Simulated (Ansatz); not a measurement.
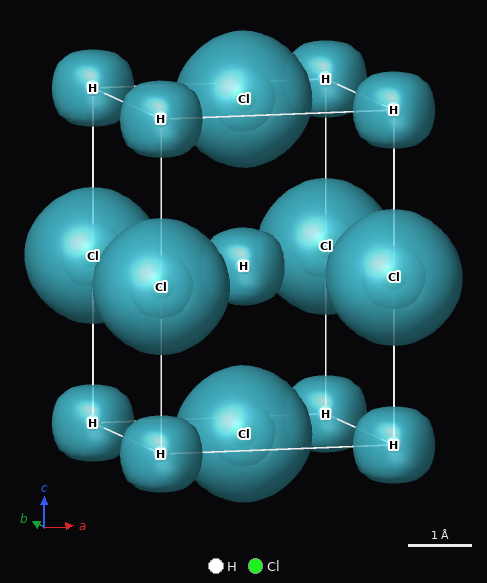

Figure 1: HCl. Isosurface of the electron localisation function at 0.8 (cyan), seen slightly off an axis. Core shells and regions of very low density are left out.

Space group I4/mmm; changed on purpose from its base cell (strain +0.000 along x and y, -0.015 along z, atoms carried along); computed pressure about −10 GPa in this cell.

These are results of Ansatz, DFT r2SCAN, scalar-relativistic, plane waves, PAW, not measurements.

In a PAW calculation such maps are meaningful between the atoms, not at the nuclei.

Question: Where are the electrons localised?

Answer: The ELF exceeds this value in two regions around hydrogen nuclei and two regions wrapped around Cl (the valence shell of each), counted in one cell of 4 atoms. Regions shared between cells count once.

Values along the shortest contacts:
Cl–H (2.70 Å): the ELF climbs to about 1 towards the hydrogen, as it does in any bond to H. Cl–H (2.74 Å): the ELF climbs to about 1 towards the hydrogen.

Question: Metal or insulator at this level of theory?

Answer: It is gapless in this calculation (a metal or semimetal).
